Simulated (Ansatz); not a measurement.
# From TaN to TaC

System: TaN (Fm-3m, 2 atoms in the cell).
Method of run A: DFT r2SCAN, scalar-relativistic, plane waves, PAW, no spin polarisation (Ansatz 0.2.0).
System of run B: TaC (Fm-3m, 2 atoms in the cell).

On run A: The structure was made by swapping elements on the sites of another compound; it need not be a known phase. On run B: The structure was made by swapping elements on the sites of another compound; it need not be a known phase. It belongs to a series of runs on one base structure; here: Hf -> Ta, N -> C on all its sites, cell and atoms relaxed. Text and figures count atoms from 1; the logs count them from 0 in places.

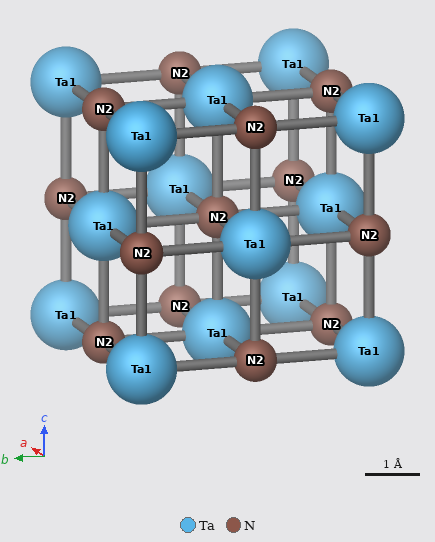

**Figure 1.** The input geometry (ball-and-stick view of the cell 4 times as large as that of the calculation, set on its symmetry axes, seen at an oblique angle; atoms are numbered from 1 in the order of the input).

## The input, run A
```yaml
crystal:
  lattice:
    - [0.0, 2.2321080172, 2.2321080172]
    - [2.2321080172, 0.0, 2.2321080172]
    - [2.2321080172, 2.2321080172, 0.0]
  atoms:
    - { symbol: Ta, position: [0.0, 0.0, 0.0] }
    - { symbol: "N", position: [0.5, 0.5, 0.5] }
basis:
  ecutwfc: 500
kpoints:
  mp_grid: { grid: [8, 8, 8] }
hamiltonian:
  xc: r2scan
scf:
  occupations: { method: gaussian, width: 0.1 }
output:
  forces: true
  stress: true
  eigenvalues: true
```

Launched with:
```bash
ansatz run input.yaml --threads 1 --pin off --max-ram 2560MiB --backend cpu --events-out ev --progress --plain --runs-dir out
```

Hardware: 1 thread of Oxide Virtual Turin-like (Zen 5), 32 GiB of memory available, shared host.

## Output, shortened to warnings, some set-up lines, iterations and results (run A)
```
Basis set: ecut = 500 eV, 537 PW (Γ), exchange–correlation on 96×96×96 points (64 copies of the dense FFT grid, shifted against one another)
Symmetry: 48 space group operations
k-points: 29 of 512
Initial density: superposition of atomic densities (neutral atoms: chi_scale 0, normalization atom), corrected by the library's trained network
[...]
SCF iter   1: F=—  HF=-10330.919549 eV  |F-HF|=—  |Δ(HF+E_count)|=         —  Δρ=7.84e-3  dr2=5.46e-3  dr2_τ=1.17e-1  ethr=1.77e-3  ⟨swp⟩=5.8  Hψ=4759  notcnv=0  defer=2
SCF iter   2: F=—  HF=-10330.984310 eV  |F-HF|=—  |Δ(HF+E_count)|=   6.48e-2  Δρ=5.28e-3  dr2=2.48e-3  dr2_τ=2.32e-4  ethr=3.03e-5  ⟨swp⟩=2.0  Hψ=1123  notcnv=0  defer=66
SCF iter   3: F=—  HF=-10330.985834 eV  |F-HF|=—  |Δ(HF+E_count)|=   1.52e-3  Δρ=3.23e-3  dr2=2.48e-3  dr2_τ=1.37e-4  ethr=1.38e-5  ⟨swp⟩=3.0  Hψ=711  notcnv=0  defer=66
SCF iter   4: F=—  HF=-10330.985594 eV  |F-HF|=—  |Δ(HF+E_count)|=   2.40e-4  Δρ=1.64e-3  dr2=3.60e-4  dr2_τ=1.08e-4  ethr=1.38e-5  ⟨swp⟩=2.1  Hψ=559  notcnv=0  defer=66
SCF iter   5: F=—  HF=-10330.985536 eV  |F-HF|=—  |Δ(HF+E_count)|=   5.83e-5  Δρ=6.86e-4  dr2=4.05e-5  dr2_τ=3.01e-6  ethr=2.00e-6  ⟨swp⟩=1.6  Hψ=489  notcnv=0  defer=66
SCF iter   6: F=—  HF=-10330.985544 eV  |F-HF|=—  |Δ(HF+E_count)|=   7.71e-6  Δρ=2.49e-4  dr2=6.32e-6  dr2_τ=4.66e-7  ethr=2.25e-7  ⟨swp⟩=1.9  Hψ=565  notcnv=0  defer=66
SCF iter   7: F=—  HF=-10330.985546 eV  |F-HF|=—  |Δ(HF+E_count)|=   2.51e-6  Δρ=8.40e-5  dr2=1.34e-6  dr2_τ=5.13e-8  ethr=3.51e-8  ⟨swp⟩=2.0  Hψ=658  notcnv=0  defer=66
SCF iter   8: F=-10330.985547 eV  HF=-10330.985547 eV  |F-HF|=3.34e-8  |Δ(HF+E_count)|=   1.28e-7  Δρ=1.76e-5  dr2=7.25e-8  dr2_τ=2.26e-9  ethr=5.56e-10  ⟨swp⟩=7.3  Hψ=2319  …
SCF 1 converged in 8 iterations: F = -10330.985547 eV  dr2 = 7.25e-8
SCF converged after 8 iterations
Free energy (F): -10330.985547 eV
Harris-Foulkes:  -10330.985547 eV  (|F-HF|=3.34e-8)
Internal energy: -10330.982578 eV  (E = F + TS)
E sigma→0 (E₀):  -10330.984062 eV
Entropy (-TS):   -0.002968 eV (-1.484 meV/atom)
Fermi energy:    20.795347 eV
--- Per-component energies (eV) ---
  E_band       = -76.605839
  E_kinetic    = 499.833604
  E_local      = -614.936272  (includes V_loc(G=0)·N_el)
  E_nonlocal   = 59.031502
  E_hartree    = 205.443099
  E_xc         = -264.807432
  E_vxc        = -307.292042  (∫ρ·V_xc dr)
  E_paw        = -8551.772232  (= ΣΔE_a)
  E_vpaw       = -140.027244  (= ΣTr[D̂ρ^β])
  E_aug_tail   = 0.000084  (compensation charges beyond the density's cutoff)
  E_vtau       = 15.895762  (kinetic-family band-sum trace: ∫τ·v_τ [+ j·A + Jᵃ·Aᵃ] dr)
  E_ewald      = -1662.989087
  E_core_change = -0.785845  (= ΣΔE_core)
  E_smearing   = -0.002968  (= −TS)
  E_closure    = 0.000000  (closes the sum)
  Σ components = -10330.985547   (vs F -10330.985547, Δ=0.00e0)
--- Forces (eV/Å), atoms counted from 1 ---
  atom   1  Ta    -0.00000000     0.00000000     0.00000000
  atom   2  N      0.00000000    -0.00000000     0.00000000
  max |Σ_I F_I| component: 8.02e-30 eV/Å
--- Stress (GPa, compression-positive) ---
      -14.422626       0.000000       0.000000
       -0.000000     -14.422626      -0.000000
        0.000000      -0.000000     -14.422626
  P = ⅓ Tr σ = -14.4226 GPa (-144.226 kbar)
```

The input of run B differs as follows (lines with − go, lines with + come):
```diff
-    - [0.0, 2.2321080172, 2.2321080172]
-    - [2.2321080172, 0.0, 2.2321080172]
-    - [2.2321080172, 2.2321080172, 0.0]
+    - [0.0, 2.2627375552, 2.2627375552]
+    - [2.2627375552, 0.0, 2.2627375552]
+    - [2.2627375552, 2.2627375552, 0.0]
-    - { symbol: "N", position: [0.5, 0.5, 0.5] }
+    - { symbol: C, position: [0.5, 0.5, 0.5] }
```

How does run B compare with run A?

The total energies belong to different systems, so their difference says nothing on which is more stable or more accurate. The pressure goes from −14.42 to −13.12 GPa. The volume per atom goes from 11.12 to 11.59 Å³. The SCF takes 7 iterations against 8. The plane waves at Γ go from 537 to 609.

## Output, shortened to warnings, some set-up lines, iterations and results (run B)
```
Basis set: ecut = 500 eV, 609 PW (Γ), exchange–correlation on 96×96×96 points (64 copies of the dense FFT grid, shifted against one another)
Symmetry: 48 space group operations
k-points: 29 of 512
Initial density: superposition of atomic densities (neutral atoms: chi_scale 0, normalization atom), corrected by the library's trained network
[...]
SCF iter   1: F=—  HF=-10197.279079 eV  |F-HF|=—  |Δ(HF+E_count)|=         —  Δρ=7.05e-3  dr2=6.53e-3  dr2_τ=1.37e-1  ethr=1.77e-3  ⟨swp⟩=5.8  Hψ=2123  notcnv=0
SCF iter   2: F=—  HF=-10197.319205 eV  |F-HF|=—  |Δ(HF+E_count)|=   4.01e-2  Δρ=4.47e-3  dr2=1.72e-3  dr2_τ=3.43e-4  ethr=3.84e-5  ⟨swp⟩=2.0  Hψ=858  notcnv=0  defer=9
SCF iter   3: F=—  HF=-10197.320481 eV  |F-HF|=—  |Δ(HF+E_count)|=   1.28e-3  Δρ=1.23e-3  dr2=4.47e-4  dr2_τ=8.29e-5  ethr=1.01e-5  ⟨swp⟩=2.2  Hψ=527  notcnv=0  defer=9
SCF iter   4: F=—  HF=-10197.320452 eV  |F-HF|=—  |Δ(HF+E_count)|=   2.97e-5  Δρ=6.06e-4  dr2=1.04e-4  dr2_τ=5.04e-6  ethr=2.63e-6  ⟨swp⟩=2.0  Hψ=505  notcnv=0  defer=9
SCF iter   5: F=—  HF=-10197.320434 eV  |F-HF|=—  |Δ(HF+E_count)|=   1.80e-5  Δρ=5.76e-5  dr2=4.63e-7  dr2_τ=2.24e-7  ethr=6.13e-7  ⟨swp⟩=2.0  Hψ=483  notcnv=0  defer=9
SCF iter   6: F=—  HF=-10197.320438 eV  |F-HF|=—  |Δ(HF+E_count)|=   4.27e-6  Δρ=2.05e-5  dr2=4.49e-8  dr2_τ=1.89e-9  ethr=5.88e-10  ⟨swp⟩=7.0  Hψ=1853  notcnv=0
SCF iter   7: F=-10197.320438 eV  HF=-10197.320438 eV  |F-HF|=7.12e-9  |Δ(HF+E_count)|=   2.38e-7  Δρ=9.12e-6  dr2=2.05e-8  dr2_τ=4.44e-10  ethr=2.64e-10  ⟨swp⟩=2.9  Hψ=1412  …
SCF 1 converged in 7 iterations: F = -10197.320438 eV  dr2 = 2.05e-8
SCF converged after 7 iterations
Free energy (F): -10197.320438 eV
Harris-Foulkes:  -10197.320438 eV  (|F-HF|=7.12e-9)
Internal energy: -10197.315463 eV  (E = F + TS)
E sigma→0 (E₀):  -10197.317951 eV
Entropy (-TS):   -0.004975 eV (-2.487 meV/atom)
Fermi energy:    19.285482 eV
--- Per-component energies (eV) ---
  E_band       = -95.296318
  E_kinetic    = 454.697009
  E_local      = -581.602629  (includes V_loc(G=0)·N_el)
  E_nonlocal   = 40.025652
  E_hartree    = 195.824289
  E_xc         = -252.375690
  E_vxc        = -287.678606  (∫ρ·V_xc dr)
  E_paw        = -8523.350422  (= ΣΔE_a)
  E_vpaw       = -126.713273  (= ΣTr[D̂ρ^β])
  E_aug_tail   = 0.000094  (compensation charges beyond the density's cutoff)
  E_vtau       = 14.326855  (kinetic-family band-sum trace: ∫τ·v_τ [+ j·A + Jᵃ·Aᵃ] dr)
  E_ewald      = -1529.752712
  E_core_change = -0.781054  (= ΣΔE_core)
  E_smearing   = -0.004975  (= −TS)
  E_closure    = 0.000000  (closes the sum)
  Σ components = -10197.320438   (vs F -10197.320438, Δ=0.00e0)
--- Forces (eV/Å), atoms counted from 1 ---
  atom   1  Ta    -0.00000000     0.00000000    -0.00000000
  atom   2  C      0.00000000    -0.00000000     0.00000000
  max |Σ_I F_I| component: 4.27e-30 eV/Å
--- Stress (GPa, compression-positive) ---
      -13.116596      -0.000000      -0.000000
       -0.000000     -13.116596       0.000000
       -0.000000       0.000000     -13.116596
  P = ⅓ Tr σ = -13.1166 GPa (-131.166 kbar)
```

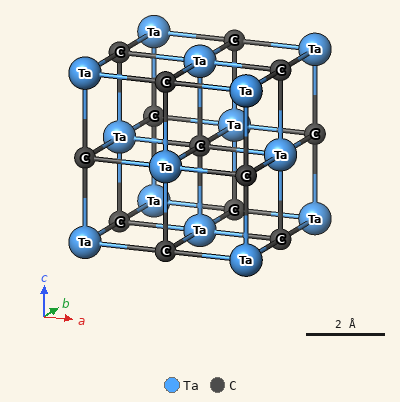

**Figure 2.** The input structure of run B (ball-and-stick view of the cell 4 times as large as that of the calculation, set on its symmetry axes, seen slightly off an axis).

## The two runs side by side

```csv
quantity,run A,run B
outcome,converged,converged
free energy per atom (eV),−5165.4928,−5098.6602
"energy per atom, smearing taken to zero (eV)",−5165.4920,−5098.6590
gap on the mesh (eV),0.00,0.00
pressure (GPa),−14.42,−13.12
volume per atom (Å³),11.12,11.59
largest force (eV/Å),0.000,0.000
SCF iterations,8,7
irreducible k-points,29,29
plane waves at Γ,537,609
wall time (shared host),1.8 s,1.2 s
```

For both runs: Spin–orbit coupling is left out, which matters for Ta. For run A: The cell is under a tension of 14.4 GPa at this level, so it is not at its equilibrium volume. For run B: The cell is under a tension of 13.1 GPa at this level, so it is not at its equilibrium volume.
